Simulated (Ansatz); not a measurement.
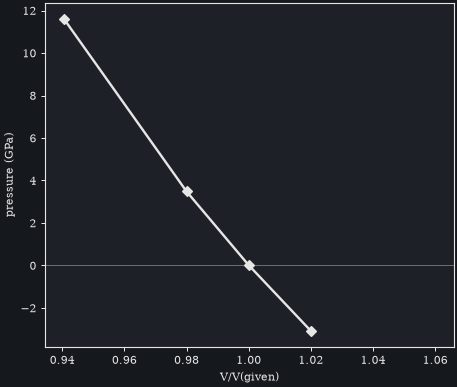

Plotted: pressure against V/V(given) for Ru, space group Fd-3m (No. 227).

Cell as given: a = 3.857 Å, b = 3.857 Å, c = 3.857 Å, α = 60.00°, β = 60.00°, γ = 60.00°; 2 atoms.

Calculation (Ansatz 0.2.0): periodic Kohn-Sham DFT of a crystal at fixed atoms, scaled to the stated factor times the given cell; pressure positive in compression. Level: PBE.

```tsv
setting	value
method	frozen-core PAW
relativity	scalar
k mesh	10×10×10
occupations	Fermi–Dirac
smearing width	0.03 eV
wave cutoff	420 eV
PAW set	soft_2
```

V(given) is 20.28 Å³/atom.

The point at V/V(given) 1.060 is left out of the plot. What does the calculation give there?

```
V/V(given)  pressure (GPa)
     1.060            -8.3
```
